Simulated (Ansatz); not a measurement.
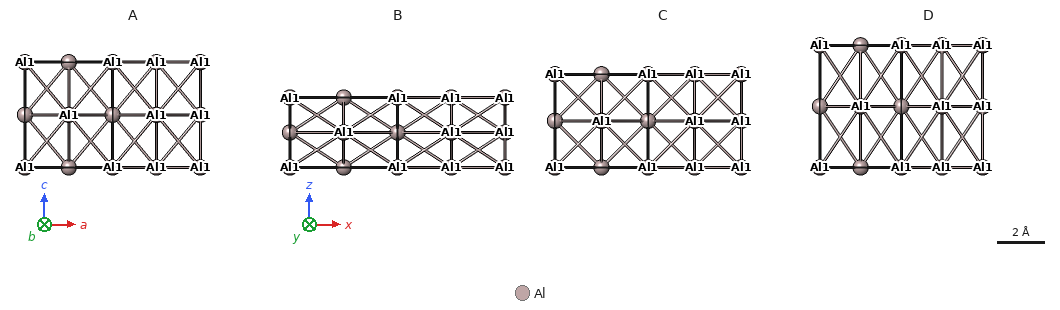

Solid Al (Fm-3m): the ratio of the cell's length along z to its lengths across, counted as 1 for the reference, is changed at fixed volume (a tetragonal or Bain path), with the atoms kept at their fractional coordinates. x, y and z are the Cartesian axes of the input. The picture is a ball-and-stick view of the conventional cell (4 times the calculation's cell), repeated 2 × 2 × 1 with one cell outlined, seen along the b axis. Lengths and directions refer to the drawn axes.

Method: Ansatz, DFT PBEsol, scalar-relativistic, plane waves, PAW. Set-up: plane-wave cutoff 420 eV; k-point mesh 22 × 22 × 22; occupations gaussian; smearing width 0.15 eV; no spin polarisation. Energies (free energies at the smearing named) are counted from the cell as listed in its source, which wasn't relaxed.

Rank the frames from lowest to highest energy.

Lowest first: C (the relative ratio 1.00, 0 meV/atom), A (the relative ratio 1.20, 70 meV/atom), B (the relative ratio 0.65, 90 meV/atom), D (the relative ratio 1.50, 423 meV/atom). Over the whole scan: of the computed points the lowest is at the relative ratio 1.00, 0 meV/atom. The unrelaxed reference is under a pressure of −1.9 GPa. The distortion takes the space group from Fm-3m to I4/mmm, except for Im-3m at 0.707. At the relative ratio 1.50 the cell of the drawing goes a 4.048 → 3.536 Å, b 4.048 → 3.536 Å, c 4.048 → 5.304 Å.
